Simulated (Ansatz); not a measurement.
# Two runs on TiAl3

System: TiAl3 (Pm, 12 atoms in the cell).
Method of run A: DFT PBEsol, scalar-relativistic, plane waves, PAW, no spin polarisation (Ansatz 0.2.0).

The structure derives from a Materials Project entry. Text and figures count atoms from 1; the logs count them from 0 in places.

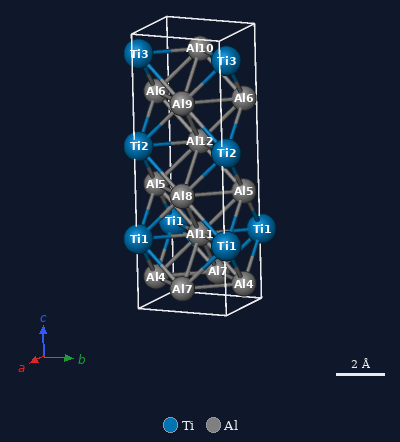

The structure as given in the input (ball-and-stick view of the cell of the calculation, seen slightly off an axis; atoms are numbered from 1 in the order of the input). An atom can appear more than once, as a periodic image. Near neighbours in the periodic cell (some may lie outside the picture): Ti has 12 Al at 2.79 Å; Ti has 11 Al at 2.30 to 2.90 Å; Al has 8 Al at 2.79 to 2.90 Å and 3 Ti at 2.30 to 2.79 Å; Al has 8 Al at 2.79 Å and 4 Ti at 2.79 Å; Al has 7 Al at 2.30 to 2.90 Å and 4 Ti at 2.79 to 2.90 Å.

### The input, run A
```yaml
crystal:
  lattice:
    - [0.0, -3.9483448101, 0.0]
    - [0.0, 0.0, -3.9483448101]
    - [11.8450344303, -0.789668962, 0.0]
  atoms:
    - { symbol: Ti, position: [-0.0499966667, 1.0, 0.2499833333] }
    - { symbol: Ti, position: [-0.1166633333, 1.0, 0.5833166667] }
    - { symbol: Ti, position: [-0.18333, 1.0, 0.91665] }
    - { symbol: Al, position: [0.4833366667, 0.0, 0.0833166667] }
    - { symbol: Al, position: [0.41667, 0.0, 0.41665] }
    - { symbol: Al, position: [0.3500033333, 0.0, 0.7499833333] }
    - { symbol: Al, position: [-0.0166633333, 0.5, 0.0833166667] }
    - { symbol: Al, position: [-0.08333, 0.5, 0.41665] }
    - { symbol: Al, position: [-0.1499966667, 0.5, 0.7499833333] }
    - { symbol: Al, position: [0.31667, 0.5, 0.91665] }
    - { symbol: Al, position: [0.4500033333, 0.5, 0.2499833333] }
    - { symbol: Al, position: [0.3833366667, 0.5, 0.5833166667] }
basis:
  ecutwfc: 420
kpoints:
  mp_grid: { grid: [12, 12, 4] }
hamiltonian:
  xc: pbesol
scf:
  occupations: { method: gaussian, width: 0.15 }
output:
  forces: true
  stress: true
  eigenvalues: true
```

Command:
```bash
ansatz run input.yaml --threads 2 --pin off --max-ram 5120MiB --backend cpu --events-out ev --progress --plain --runs-dir out
```

Hardware: 2 threads of Arm Neoverse V1, 24 GiB of memory available, shared host.

### Output, shortened to warnings, some set-up lines, iterations and results (run A)
```
Basis set: ecut = 420 eV, 3623 PW (Γ), exchange–correlation on 54×54×160 points (8 copies of the dense FFT grid, shifted against one another)
Symmetry: 2 space group operations
k-points: 182 of 576 (time reversal used)
Initial density: superposition of atomic densities (neutral atoms: chi_scale 0, normalization atom), corrected by the library's trained network
[...]
SCF iter   1: F=—  HF=-12145.806314 eV  |F-HF|=—  |Δ(HF+E_count)|=         —  Δρ=3.93e-3  dr2=7.38e-2  ethr=1.77e-3  ⟨swp⟩=7.3  Hψ=38309  notcnv=0
SCF iter   2: F=—  HF=-12145.802490 eV  |F-HF|=—  |Δ(HF+E_count)|=   3.82e-3  Δρ=2.14e-3  dr2=2.60e-2  ethr=1.17e-4  ⟨swp⟩=1.0  Hψ=9464  notcnv=0
SCF iter   3: F=—  HF=-12145.800053 eV  |F-HF|=—  |Δ(HF+E_count)|=   2.44e-3  Δρ=4.95e-4  dr2=1.32e-3  ethr=4.12e-5  ⟨swp⟩=2.1  Hψ=8795  notcnv=0
SCF iter   4: F=—  HF=-12145.799902 eV  |F-HF|=—  |Δ(HF+E_count)|=   1.51e-4  Δρ=1.00e-4  dr2=7.16e-5  ethr=2.09e-6  ⟨swp⟩=2.0  Hψ=8827  notcnv=0
SCF iter   5: F=—  HF=-12145.799941 eV  |F-HF|=—  |Δ(HF+E_count)|=   3.86e-5  Δρ=3.54e-5  dr2=4.33e-6  ethr=1.14e-7  ⟨swp⟩=2.9  Hψ=13725  notcnv=0
SCF iter   6: F=—  HF=-12145.799940 eV  |F-HF|=—  |Δ(HF+E_count)|=   6.56e-7  Δρ=9.14e-6  dr2=2.47e-7  ethr=6.87e-9  ⟨swp⟩=2.1  Hψ=9589  notcnv=0
SCF iter   7: F=-12145.799940 eV  HF=-12145.799940 eV  |F-HF|=1.79e-9  |Δ(HF+E_count)|=   4.12e-8  Δρ=1.23e-6  dr2=2.51e-9  ethr=1.59e-10  ⟨swp⟩=9.6  Hψ=30692  notcnv=0
SCF 1 converged in 7 iterations: F = -12145.799940 eV  dr2 = 2.51e-9
SCF converged after 7 iterations
Free energy (F): -12145.799940 eV
Harris-Foulkes:  -12145.799940 eV  (|F-HF|=1.79e-9)
Internal energy: -12145.725564 eV  (E = F + TS)
E sigma→0 (E₀):  -12145.762752 eV
Entropy (-TS):   -0.074376 eV (-6.198 meV/atom)
Fermi energy:    10.400969 eV
--- Per-component energies (eV) ---
  E_band       = -436.767648
  E_kinetic    = 1040.807722
  E_local      = -3559.265660  (includes V_loc(G=0)·N_el)
  E_nonlocal   = 128.458978
  E_hartree    = 1569.828238
  E_xc         = -651.500741
  E_vxc        = -635.675701  (∫ρ·V_xc dr)
  E_paw        = -7165.410626  (= ΣΔE_a)
  E_vpaw       = -550.749920  (= ΣTr[D̂ρ^β])
  E_aug_tail   = 0.000318  (compensation charges beyond the density's cutoff)
  E_ewald      = -3509.234198
  E_core_change = 0.590404  (= ΣΔE_core)
  E_smearing   = -0.074376  (= −TS)
  E_closure    = -0.000000  (closes the sum)
  Σ components = -12145.799940   (vs F -12145.799940, Δ=0.00e0)
--- Forces (eV/Å), atoms counted from 1 ---
  atom   1  Ti     0.25070868     0.03352752    -0.00000000
  atom   2  Ti    -0.05821610    -0.02613962     0.00000000
  atom   3  Ti    -2.32823790    -2.16360793     0.00000000
  atom   4  Al     2.06357682     1.91918954    -0.00000000
  atom   5  Al     0.00606372    -0.00889328    -0.00000000
  atom   6  Al     0.06877738     0.10177909    -0.00000000
  atom   7  Al     1.80221573     1.65912940    -0.00000000
  atom   8  Al    -0.00245304     0.02551101    -0.00000000
  atom   9  Al     0.02004665    -0.00535838     0.00000000
  atom  10  Al    -1.78149457    -1.61102306     0.00000000
  atom  11  Al    -0.04132795     0.05674235     0.00000000
  atom  12  Al     0.00034723     0.01915135     0.00000000
  max |Σ_I F_I| component: 8.01e-6 eV/Å
--- Stress (GPa, compression-positive) ---
        7.378627       5.966997      -0.000000
        5.966997       2.780428      -0.000000
       -0.000000      -0.000000      -1.031506
  P = ⅓ Tr σ = 3.0425 GPa (30.425 kbar)
```

For run B the input was changed thus:
```diff
-    - [11.8450344303, -0.789668962, 0.0]
+    - [11.8450344303, -0.394834481, 0.0]
-    - { symbol: Ti, position: [-0.0499966667, 1.0, 0.2499833333] }
-    - { symbol: Ti, position: [-0.1166633333, 1.0, 0.5833166667] }
-    - { symbol: Ti, position: [-0.18333, 1.0, 0.91665] }
-    - { symbol: Al, position: [0.4833366667, 0.0, 0.0833166667] }
-    - { symbol: Al, position: [0.41667, 0.0, 0.41665] }
-    - { symbol: Al, position: [0.3500033333, 0.0, 0.7499833333] }
-    - { symbol: Al, position: [-0.0166633333, 0.5, 0.0833166667] }
-    - { symbol: Al, position: [-0.08333, 0.5, 0.41665] }
-    - { symbol: Al, position: [-0.1499966667, 0.5, 0.7499833333] }
-    - { symbol: Al, position: [0.31667, 0.5, 0.91665] }
-    - { symbol: Al, position: [0.4500033333, 0.5, 0.2499833333] }
-    - { symbol: Al, position: [0.3833366667, 0.5, 0.5833166667] }
+    - { symbol: Ti, position: [-0.0249983333, 1.0, 0.2499833333] }
+    - { symbol: Ti, position: [-0.0583316667, 1.0, 0.5833166667] }
+    - { symbol: Ti, position: [-0.091665, 1.0, 0.91665] }
+    - { symbol: Al, position: [0.4916683333, 0.0, 0.0833166667] }
+    - { symbol: Al, position: [0.458335, 0.0, 0.41665] }
+    - { symbol: Al, position: [0.4250016667, 0.0, 0.7499833333] }
+    - { symbol: Al, position: [-0.0083316667, 0.5, 0.0833166667] }
+    - { symbol: Al, position: [-0.041665, 0.5, 0.41665] }
+    - { symbol: Al, position: [-0.0749983333, 0.5, 0.7499833333] }
+    - { symbol: Al, position: [0.408335, 0.5, 0.91665] }
+    - { symbol: Al, position: [0.4750016667, 0.5, 0.2499833333] }
+    - { symbol: Al, position: [0.4416683333, 0.5, 0.5833166667] }
```

How does run B compare with run A?

With the same functional and potentials, run B lies 87.8 meV per atom lower. The pressure goes from 3.04 to 0.81 GPa. The largest force goes from 3.178 to 1.163 eV/Å. The SCF takes 6 iterations against 7. The plane waves at Γ go from 3623 to 3631.

### Output, shortened to warnings, some set-up lines, iterations and results (run B)
```
Basis set: ecut = 420 eV, 3631 PW (Γ), exchange–correlation on 54×54×160 points (8 copies of the dense FFT grid, shifted against one another)
Symmetry: 2 space group operations
k-points: 182 of 576 (time reversal used)
Initial density: superposition of atomic densities (neutral atoms: chi_scale 0, normalization atom), corrected by the library's trained network
[...]
SCF iter   1: F=—  HF=-12146.858295 eV  |F-HF|=—  |Δ(HF+E_count)|=         —  Δρ=3.16e-3  dr2=2.43e-2  ethr=1.77e-3  ⟨swp⟩=7.2  Hψ=37998  notcnv=0
SCF iter   2: F=—  HF=-12146.855579 eV  |F-HF|=—  |Δ(HF+E_count)|=   2.72e-3  Δρ=1.81e-3  dr2=7.80e-3  ethr=3.85e-5  ⟨swp⟩=1.3  Hψ=9591  notcnv=0
SCF iter   3: F=—  HF=-12146.853795 eV  |F-HF|=—  |Δ(HF+E_count)|=   1.78e-3  Δρ=4.27e-4  dr2=7.77e-4  ethr=1.24e-5  ⟨swp⟩=2.7  Hψ=13840  notcnv=0
SCF iter   4: F=—  HF=-12146.853686 eV  |F-HF|=—  |Δ(HF+E_count)|=   1.09e-4  Δρ=1.13e-4  dr2=6.62e-5  ethr=1.23e-6  ⟨swp⟩=2.0  Hψ=8528  notcnv=0
SCF iter   5: F=—  HF=-12146.853740 eV  |F-HF|=—  |Δ(HF+E_count)|=   5.41e-5  Δρ=2.73e-5  dr2=2.11e-6  ethr=1.05e-7  ⟨swp⟩=2.3  Hψ=10117  notcnv=0
SCF iter   6: F=-12146.853740 eV  HF=-12146.853740 eV  |F-HF|=4.08e-8  |Δ(HF+E_count)|=   3.19e-7  Δρ=5.25e-6  dr2=6.12e-8  ethr=1.59e-10  ⟨swp⟩=8.3  Hψ=35552  notcnv=0
SCF 1 converged in 6 iterations: F = -12146.853740 eV  dr2 = 6.12e-8
SCF converged after 6 iterations
Free energy (F): -12146.853740 eV
Harris-Foulkes:  -12146.853740 eV  (|F-HF|=4.08e-8)
Internal energy: -12146.772368 eV  (E = F + TS)
E sigma→0 (E₀):  -12146.813054 eV
Entropy (-TS):   -0.081372 eV (-6.781 meV/atom)
Fermi energy:    10.452446 eV
--- Per-component energies (eV) ---
  E_band       = -436.013731
  E_kinetic    = 1039.152293
  E_local      = -3551.859830  (includes V_loc(G=0)·N_el)
  E_nonlocal   = 126.959145
  E_hartree    = 1567.493939
  E_xc         = -651.117557
  E_vxc        = -635.246082  (∫ρ·V_xc dr)
  E_paw        = -7164.775403  (= ΣΔE_a)
  E_vpaw       = -550.021479  (= ΣTr[D̂ρ^β])
  E_aug_tail   = 0.000320  (compensation charges beyond the density's cutoff)
  E_ewald      = -3513.215681
  E_core_change = 0.590404  (= ΣΔE_core)
  E_smearing   = -0.081372  (= −TS)
  E_closure    = 0.000000  (closes the sum)
  Σ components = -12146.853740   (vs F -12146.853740, Δ=0.00e0)
--- Forces (eV/Å), atoms counted from 1 ---
  atom   1  Ti     0.05749130     0.01115086    -0.00000000
  atom   2  Ti    -0.01697716    -0.02576283     0.00000000
  atom   3  Ti    -0.54576406    -1.02733474     0.00000000
  atom   4  Al     0.45382075     0.87879239    -0.00000000
  atom   5  Al     0.00104346     0.00088118     0.00000000
  atom   6  Al     0.02240379     0.04952108    -0.00000000
  atom   7  Al     0.43468530     0.79709708    -0.00000000
  atom   8  Al     0.00380159     0.01595493    -0.00000000
  atom   9  Al    -0.00285635    -0.00344438     0.00000000
  atom  10  Al    -0.38719894    -0.74350588     0.00000000
  atom  11  Al    -0.02061891     0.03548917     0.00000000
  atom  12  Al     0.00017051     0.01116929    -0.00000000
  max |Σ_I F_I| component: 8.15e-6 eV/Å
--- Stress (GPa, compression-positive) ---
        1.690275       2.816512      -0.000000
        2.816512       1.057576      -0.000000
       -0.000000      -0.000000      -0.314565
  P = ⅓ Tr σ = 0.8111 GPa (8.111 kbar)
```

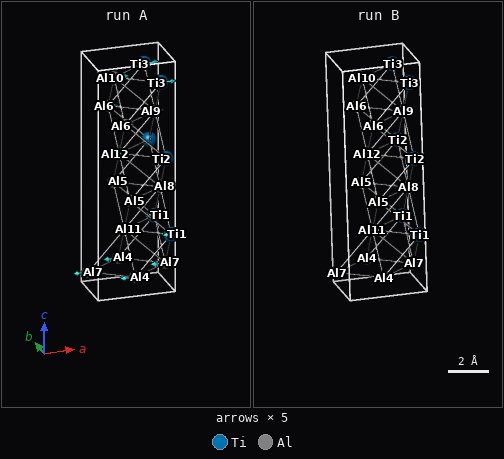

The two input geometries at one scale (ball-and-stick view of the cell of the calculation, seen slightly off an axis). The teal arrows on the first give the shifts of the atoms relative to the cell, with their mean removed, magnified 5 times. The largest moves relative to the cell, 0.16 Å, are those of Ti3, Al4, Al7 and Al10. By element the largest moves are Al 0.16 Å, Ti 0.16 Å. (The mean shift of all atoms is removed.) The drawn cell changes at constant volume: a = b stay at 3.948 Å, c 11.871 → 11.852 Å (−0.2 %), β 86.2° → 88.1°. Among the contacts that change: Ti3–Al4 3.396 → 3.084 Å, Al7–Al10 2.302 → 2.528 Å, Al4–Al10 2.901 → 2.820 Å, Ti3–Al7 2.901 → 2.820 Å.

### The two runs side by side

| quantity | run A | run B |
| --- | --- | --- |
| outcome | converged | converged |
| free energy per atom (eV) | −1012.1500 | −1012.2378 |
| energy per atom, smearing taken to zero (eV) | −1012.1469 | −1012.2344 |
| gap on the mesh (eV) | 0.00 | 0.00 |
| pressure (GPa) | 3.04 | 0.81 |
| largest force (eV/Å) | 3.178 | 1.163 |
| SCF iterations | 7 | 6 |
| irreducible k-points | 182 | 182 |
| plane waves at Γ | 3623 | 3631 |
| wall time (shared host) | 76 s | 75 s |
